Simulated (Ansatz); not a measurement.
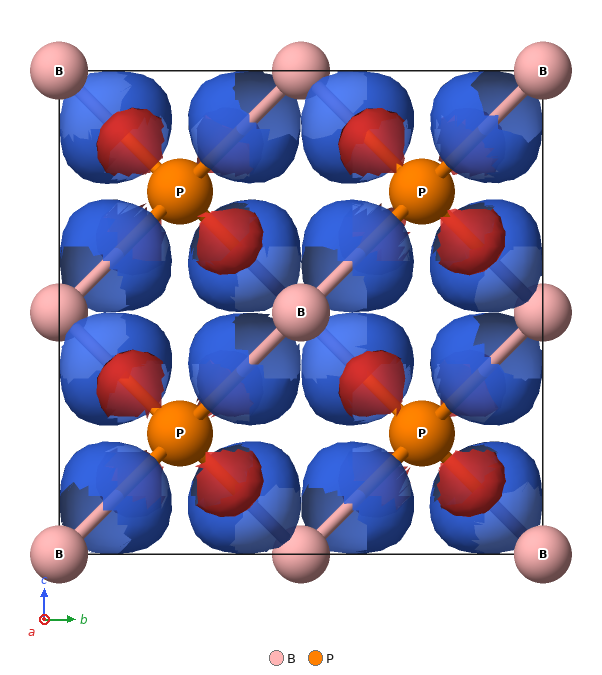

The picture shows: BP. Deformation density (self-consistent density less superposed neutral spherical atoms): blue surfaces at +0.08 and red ones at −0.08 e/Å³, in the conventional cell seen along the a axis (the regions close to the nuclei are left out). Cores are masked to 0.7 Å (B) and 0.8 Å (P).

Space group F-43m.

All numbers below come from DFT r2SCAN, scalar-relativistic, plane waves, PAW in Ansatz 0.2.0.

In a PAW calculation such maps are meaningful between the atoms, not at the nuclei.

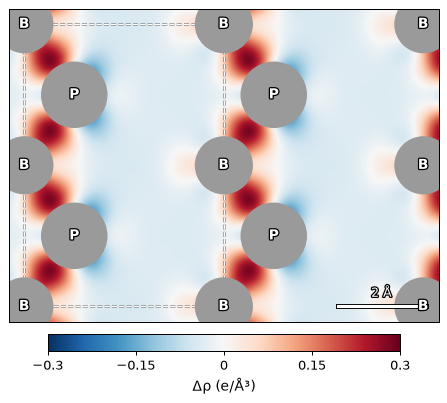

The same field as a map on the (101) plane of the conventional cell, with grey discs over the atomic cores.

Where does charge go when the atoms form this crystal?

B–P (1.97 Å): Δρ is +0.28 e/Å³ at the midpoint, where it peaks: covalent bond charge.
- Over the whole cell, outside the masked cores, the largest gain, 0.28 e/Å³, lies 0.9 Å from a boron nucleus and 1.1 Å from a phosphorus one, and the largest loss lies at the edge of the masked core of P.
- The rearranged charge, half the integral of |Δρ|, is about 0.29 e an atom.
- Bader charges: B +0.64 and P −0.64 e.

The run took 41 s on 1 thread of Arm Neoverse N1, with other jobs on the host, peak memory 0.35 GiB.
